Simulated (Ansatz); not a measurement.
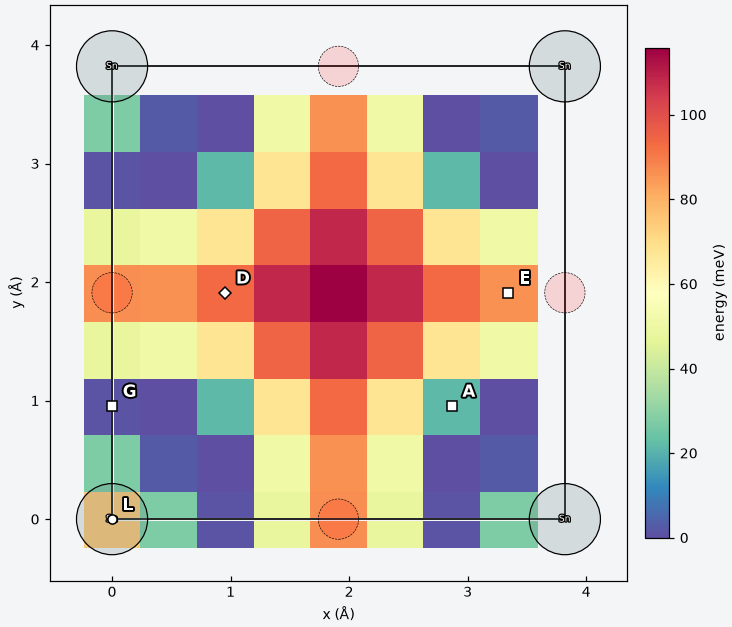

H on a two-dimensional sheet of SnO (4 atoms of substrate and one adsorbate in a 1 × 1 cell). H is moved over the surface cell at a fixed height above a rigid substrate; the origin of the map has the adsorbate above Sn4; the height is held at 2.20 Å. Places are given modulo a cell vector. The map is drawn in real space over the plane of the surface. Grid: 8 × 8 points; 15 points were computed and 49 follow by symmetry. All energies are given in meV relative to the lowest grid point. With one adsorbate in each 1 × 1 cell, its nearest image is 3.8 Å away, so neighbouring adsorbates interact. At a fixed height the lowest place need not be the adsorption site. These are results of DFT PBE+D3(BJ), scalar-relativistic, plane waves, PAW in Ansatz 0.2.0, not measurements. Settings: cutoff 420 eV, k-mesh 7×7×1, gaussian smearing 0.05 eV, spin-polarised.

The picture shows one coloured cell a grid point, labelled circles for the atoms of the top layer and small ones for the second layer, the outline of one cell of the plane, lettered points.

**Is G the lowest point of the computed grid?**

No. G lies 1.1 meV above the lowest grid point, which is at (1/8, 2/8) of the cell vectors [nearest 1 Sn at 2.45 Å].

**What kind of point is each of A, E, G, L: minimum, saddle, maximum or slope?**

A: on a slope; E: saddle point; G: saddle point; L: maximum. (In these two coordinates alone; a stationary point may lie a little off the grid point.)

PAW datasets: the set soft_1.
